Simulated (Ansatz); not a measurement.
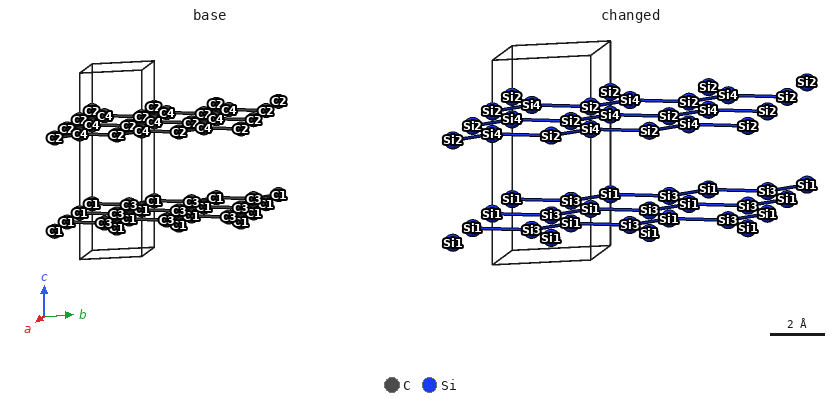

Left: crystalline C (set up in P6_3/mmc). Right: the same structure after one change, at the same scale. A ball-and-stick model of the cell of the calculation, repeated 3 × 3 × 1 with one cell outlined, seen slightly off an axis.

Computed with Ansatz, DFT r2SCAN, scalar-relativistic, plane waves, PAW. Settings: plane-wave cutoff 500 eV; occupations gaussian; smearing width 0.1 eV; no spin polarisation. The k-mesh is chosen for each cell (18×18×6, 12×12×6).

### What was changed?

Every carbon atom is replaced by silicon, which gives Si. Cell and atoms are relaxed again (to zero pressure within 0.1 GPa, forces under 0.01 eV/Å).

### And its effect?

The volume per atom goes from 9.19 to 25.25 Å³. Both are metals. The volume changes by +174.8 %, with a = b 2.456 → 3.886 Å (+58.2 %), c 7.036 → 7.724 Å (+9.8 %). The space group stays P6_3/mmc (No. 194).
